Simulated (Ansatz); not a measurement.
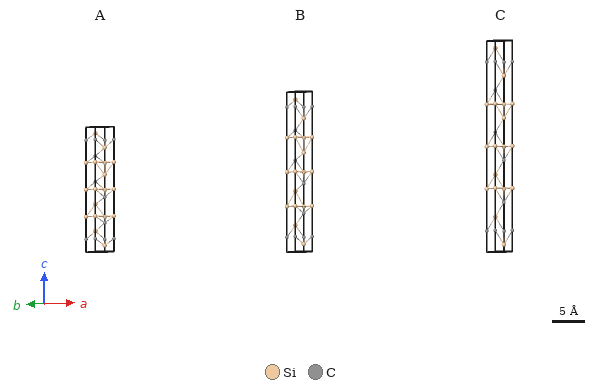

3 geometries from one relaxation of crystalline Si3C2 (a generated structure, set up in R-3m) (coarse preliminary run), in shuffled order. A ball-and-stick model of the conventional cell (3 times the calculation's cell), seen from a free direction. Lengths and directions refer to the drawn axes.

The calculation used DFT PBE, scalar-relativistic, plane waves, PAW in Ansatz 0.2.0. Set-up: plane-wave cutoff 420 eV; k-point mesh 6 × 6 × 6; occupations gaussian; smearing width 0.1 eV; no spin polarisation; cell and atoms relaxed; force threshold 0.04 eV/Å; at most 70 steps.

**Put them in the order of the run, from the start to the converged end.**

C, B, A. They are steps 0, 5, 16, at +1750 meV per atom, +767 meV per atom relative to the last. The largest moves relative to the cell, 0.32 Å, are those of Si atoms. Largest moves by element: Si 0.32 Å, C 0.06 Å. The volume changes by −29.8 %, with a = b 2.721 → 2.965 Å (+9.0 %), c 33.324 → 19.712 Å (−40.8 %). Among the contacts that change: Si–Si 4.713 → 2.874 Å, C–Si 2.721 → 2.010 Å, C–Si 2.721 → 2.122 Å, Si–Si 2.721 → 2.965 Å. Bond angles that change, for instance: Si–Si–Si 60.0° → 69.6°. The space group stays R-3m (No. 166). Over 14 accepted moves (16 points after the start) the energy falls by 1750 meV per atom. Largest force component: 1.7 eV/Å at the start, 0.013 eV/Å at the end. Pressure: −15.33 GPa at the start and 0.19 GPa at the end. At 2 points the geometry stayed and the basis and grid were re-selected for the new cell (energy shift of 2.1 meV per atom at most each time).
